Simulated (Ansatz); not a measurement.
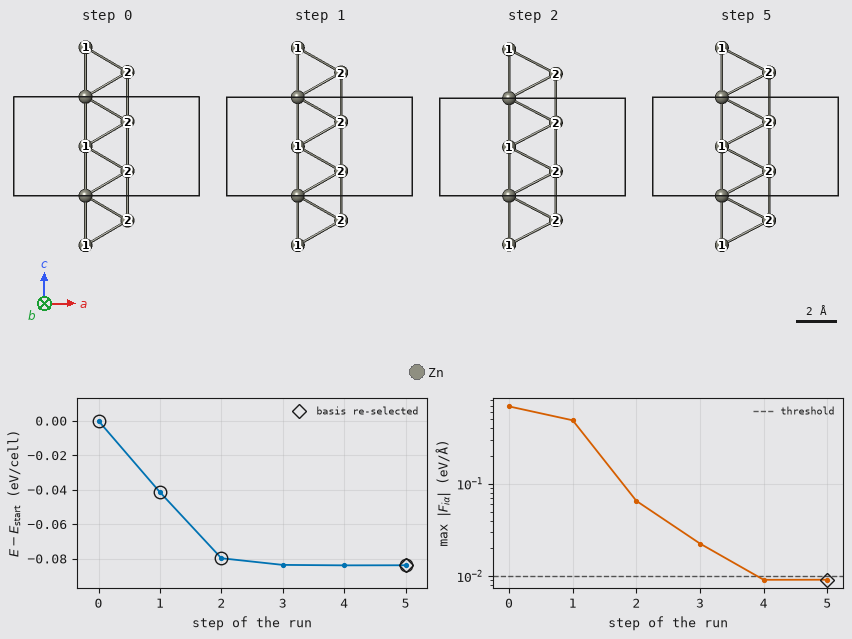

Frames of a relaxation of a wire of composition Zn, marked on the history of the run. The picture is a ball-and-stick view of the 2 repeat of the cell, with the vacuum cut short, seen along the b axis.

Case: strip chain of atoms.

Level of theory: DFT PBE, scalar-relativistic, plane waves, PAW in Ansatz.

Input file:
```yaml
crystal:
  lattice:
    - [11.1, 0.0, 0.0]
    - [0.0, 9.3, 0.0]
    - [0.0, 0.0, 2.5121900157]
  atoms:
    - { symbol: Zn, position: [0.4039193008, 0.5, 0.0], spin: 0.5 }
    - { symbol: Zn, position: [0.5960806992, 0.5, 0.5], spin: 0.5 }
basis:
  ecutwfc: 420
kpoints:
  mp_grid: { grid: [1, 1, 26] }
hamiltonian:
  xc: pbe
scf:
  occupations: { method: gaussian, width: 0.05 }
output:
  forces: true
  stress: true
  eigenvalues: true
  populations: true
  write_density: true
  write_potential: true
  elf: true
  volumetric_format: npy
magnetization:
  spin_polarized: true
relax:
  adjacent_minimum: "off"
  f_tol: 0.01
  max_steps: 45
  cell: { fix: [a, b, alpha, beta, gamma], stress_tol: 0.03 }
```

Run as
```bash
ansatz run input.yaml --threads 2 --pin off --max-ram 5120MiB --backend cpu --events-out ev --progress --plain --runs-dir out
```

Q: What happens along the run?

A: After 4 accepted moves (5 points after the start) the energy has fallen by 83.8 meV per cell of the calculation. The largest force component goes from 0.69 to 0.0092 eV/Å. At 1 point the geometry stayed and the basis and grid were re-selected for the new cell (energy shift of 0.1 meV per cell of the calculation at most each time). The largest moves relative to the layer's centre, 0.13 Å, are those of Zn1 and Zn2. Along the periodic axis the drawn cell goes c 5.024 → 5.009 Å (−0.3 %). Near-neighbour distances that change, for instance: Zn1–Zn2 2.475 → 2.705 Å, Zn1–Zn1 2.512 → 2.505 Å. Among the angles between lasting bonds that change: Zn2–Zn1–Zn2 61.0° → 55.2°, Zn1–Zn1–Zn2 59.5° → 62.4°, Zn1–Zn1–Zn2 120.5° → 117.6°. The program noted that the starting moments weren't kept. Cost: 51 s on 2 threads of AMD EPYC 7R43 64-Core Processor (Zen 3), with other jobs on the host, peak memory 0.6 GiB. From step 0 to 1: Zn atoms move most (0.03 Å), energy −41.4 meV per cell of the calculation. From step 1 to 2: Zn atoms move most (0.09 Å), energy −38.3 meV per cell of the calculation. From step 2 to 5: energy −4.1 meV per cell of the calculation.

```tsv
step	E − E(0), meV/atom	largest force component, eV/Å	note
0	0.00	0.6889	
1	-20.70	0.4873	
2	-39.87	0.0654	
3	-41.80	0.0226	
4	-41.93	0.0092	
5	-41.91	0.0092	same geometry, new basis
```

Limits of the set-up: the k-point mesh is coarse for a cell with partly filled bands.
